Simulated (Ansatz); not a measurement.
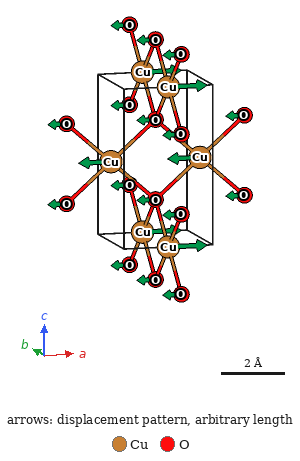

The lowest optical mode of solid CuO, space group P4₂/mmc (No. 131), at the zone centre. Displacements are drawn as green arrows; their common scale and sign are arbitrary. The picture is a ball-and-stick view of the cell of the calculation, seen slightly off an axis.

These are results of DFT PBE, scalar-relativistic, plane waves, PAW (Ansatz), not measurements.

The input:
```yaml
crystal:
  lattice:
    - [2.0834626875, -2.0840331853, 0.0]
    - [2.0834626875, 2.0840331853, 0.0]
    - [0.0, 0.0, 5.1589519496]
  atoms:
    - { symbol: Cu, position: [0.0, 0.5, 0.5] }
    - { symbol: Cu, position: [0.5, 0.0, 0.0] }
    - { symbol: O, position: [0.5, 0.5, 0.75] }
    - { symbol: O, position: [0.5, 0.5, 0.25] }
basis:
  ecutwfc: 420
kpoints:
  mp_grid: { grid: [16, 16, 10] }
hamiltonian:
  xc: pbe
scf:
  occupations: { method: fermi_dirac, width: 0.15 }
output:
  eigenvalues: true
phonons:
  method: dfpt
  eigenvectors: true
```

Command:
```bash
ansatz run input.yaml --threads 1 --pin off --max-ram 2560MiB --backend cpu --events-out ev --progress --plain --runs-dir out
```

The frequencies depend somewhat on the k-mesh and the smearing.

Is this crystal at a minimum with respect to the drawn distortion?

Answer. Yes: this softest mode has a real frequency, and so have all others here. That speaks for this wave vector alone: the rest of the zone wasn't checked in this run. This is the E_u mode (doubly degenerate; one member of the set is drawn) at 171 cm⁻¹, the lowest optical level, infrared-active by symmetry. All motion is along a; it mainly bends the Cu–O bonds; the kinetic energy is shared as Cu 95 %, O 5 %. The crystal is a metal, so free carriers screen the infrared response.
